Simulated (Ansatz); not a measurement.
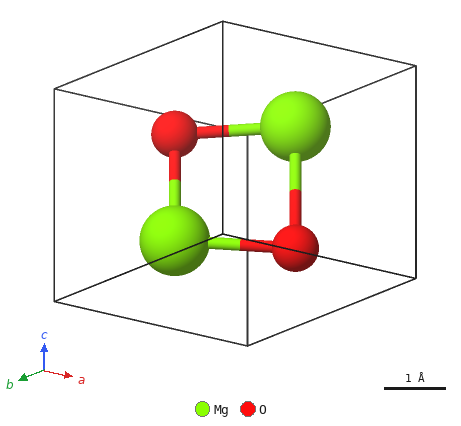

Crystal structure, ball-and-stick style, seen from a general direction. The wireframe shows the conventional unit cell. Cell: a = 3.486 Å, b = 3.486 Å, c = 4.178 Å, α = 90.00°, β = 90.00°, γ = 120.00°.

Explain the picture.

- The material is MgO.
- Space group: P3m1 (No. 156). Lattice: primitive hexagonal.
- It has 4 atoms to the cell (2 Mg, 2 O).
- By contacts within bonding range, the coordination numbers are Mg 5 and O 5.

Source of the structure: a structure listed in the Materials Project. The cell was then strained or its atoms displaced on purpose. It went into a calculation with Ansatz.

At this level of theory the cell isn't at rest (compressed, at 5 GPa and forces up to 4.7 eV/Å), so its distances can differ from those at equilibrium, the more so the softer the solid.
